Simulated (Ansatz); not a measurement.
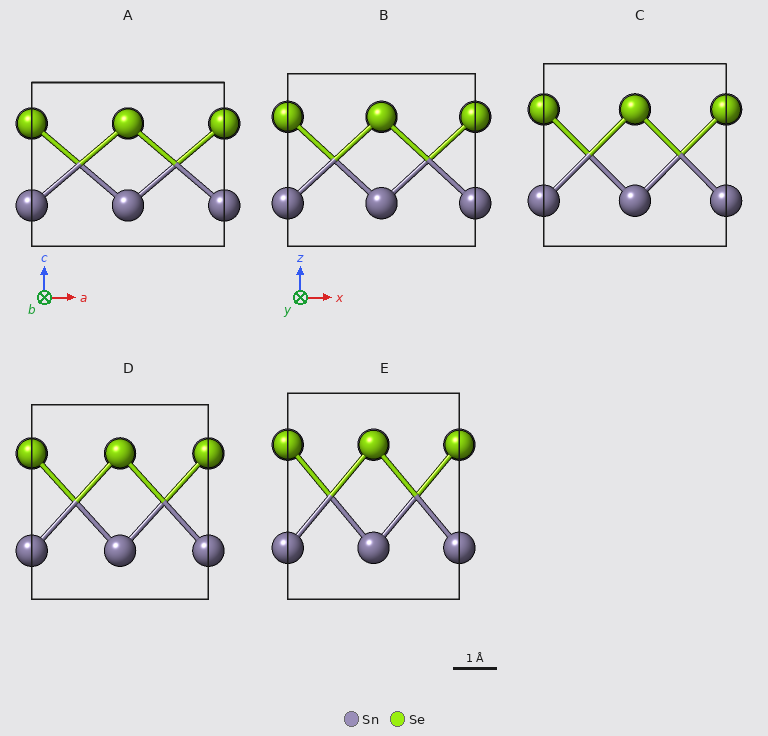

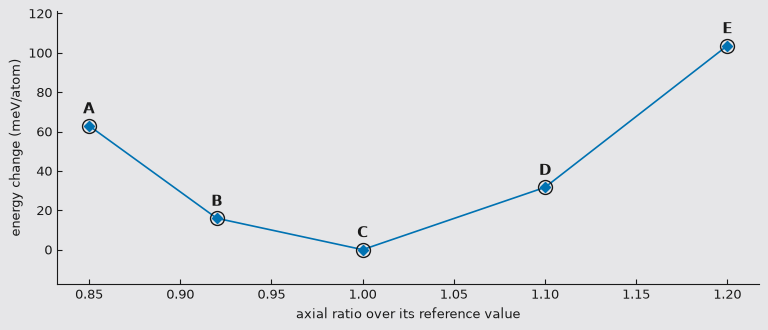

A scan of crystalline SnSe (Cmcm): the ratio of the cell's length along z to its lengths across, counted as 1 for the reference, is changed at fixed volume (a c/a path), with the atoms kept at their fractional coordinates. x, y and z are the Cartesian axes of the input. The lettered frames are marked on the plot. The picture is a ball-and-stick view of the conventional cell (2 times the calculation's cell), repeated 1 × 1 × 1 with one cell outlined, seen along the b axis. Lengths and directions refer to the drawn axes.

Level of theory: Ansatz, DFT PBE+D3(BJ), scalar-relativistic, plane waves, PAW. (plane-wave cutoff 420 eV; k-point mesh 8 × 8 × 8; occupations gaussian; smearing width 0.05 eV; no spin polarisation). Energies (free energies at the smearing named) are counted from the cell as listed in its source, which wasn't relaxed.

> Read off the main features of the energy profile.

The lowest computed point lies at the relative ratio 1.00 (0.0 meV/atom). The end points stand at 62.9 meV/atom (0.85) and 103.7 meV/atom (1.20). The unrelaxed reference is under a pressure of −2.6 GPa. The distortion keeps the space group Cmcm. At the relative ratio 1.20 the cell of the drawing goes a 4.310 → 4.056 Å, b 11.705 → 11.015 Å, c 4.318 → 4.876 Å. The band gap on the mesh, 0.43 eV in the reference, closes at 0.85, 0.92.
